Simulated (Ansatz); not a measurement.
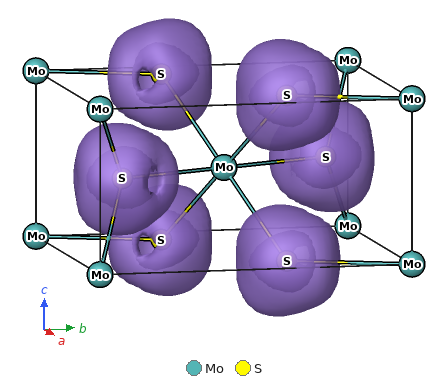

Figure. MoS2. Isosurface of the ELF at 0.75 (purple), seen slightly off an axis. Only the valence region is drawn (cores and ρ < 0.01 e/Å³ removed). Sticks mark near contacts.

Space group Pnnm; a structure from a database of computed crystals, not necessarily the ambient phase; started from the MgF2-58 prototype, which need not be the ambient phase; computed without spin polarisation.

Method: Ansatz 0.2.0, DFT, PBEsol, plane waves, PAW.

Core electrons are frozen (PAW), and the valence fields are smoothed inside the atomic spheres.

Input file:

```
crystal:
  lattice:
    - [5.51435212, 0.0, 0.0]
    - [0.0, 5.62238128, 0.0]
    - [0.0, 0.0, 3.6718967]
  atoms:
    - { symbol: Mo, position: [0.5, 0.5, 0.5] }
    - { symbol: Mo, position: [0.0, 0.0, 0.0] }
    - { symbol: S, position: [0.785832, 0.179816, 0.5] }
    - { symbol: S, position: [0.214168, 0.820184, 0.5] }
    - { symbol: S, position: [0.285832, 0.320184, 0.0] }
    - { symbol: S, position: [0.714168, 0.679816, 0.0] }
kpoints:
  mp_grid: { grid: [4, 4, 6] }
hamiltonian:
  xc: pbesol
scf:
  occupations: { method: fermi_dirac, width: 0.03 }
relax:
  f_tol: 0.01
  cell: {}
  max_steps: 120
output:
  write_density: true
  write_potential: true
  elf: true
  volumetric_format: npy
```

Command:

```sh
ansatz run input.yaml --threads 2 --pin off --max-ram 29491MiB --backend cpu --events-out ev --progress --plain --runs-dir out
```

Below, planes, directions and counts refer to the conventional cell (a = 5.17 Å, b = 5.95 Å, c = 3.10 Å, α = 90.00°, β = 90.00°, γ = 90.00°).

The fields are those of the relaxed geometry.

Q: Describe the localisation domains.

A: The ELF exceeds this value in four regions wrapped around S (the valence shell of each), counted in one cell of 6 atoms. Regions shared between cells count once. Along the contacts the grid gives the following. Mo–S (2.36 Å): the ELF peaks at about 0.90 in the valence shell of S, 0.8 Å from its nucleus, and is about 0.35 at the midpoint.
